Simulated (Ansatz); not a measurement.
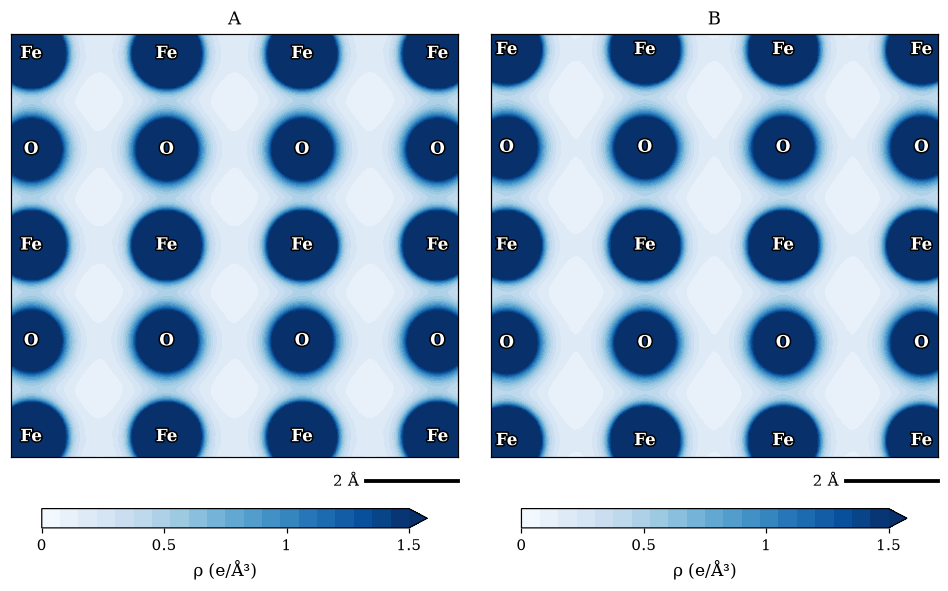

FeO. The valence charge density (pseudo) of two cells that differ in size, on the (101̄) plane of each (indices in the axes of the calculation cell), at one length scale and on one colour scale; one has 9.0 and the other 9.6 Å³ an atom.

Space group Fm-3m; spin-polarised.

The calculation used DFT PBEsol, scalar-relativistic, plane waves, PAW in Ansatz 0.2.0.

Core electrons are frozen (PAW), and the valence fields are smoothed inside the atomic spheres.

### Which panel shows the smaller cell, and what does the compression change?

Panel A is the smaller cell, by 6 % in volume. From the larger cell to the smaller, Fe–O goes from 2.12 to 2.08 Å, and the density at its midpoint from 0.44 to 0.48 e/Å³; the pressure goes from 0.0 to 14 GPa.
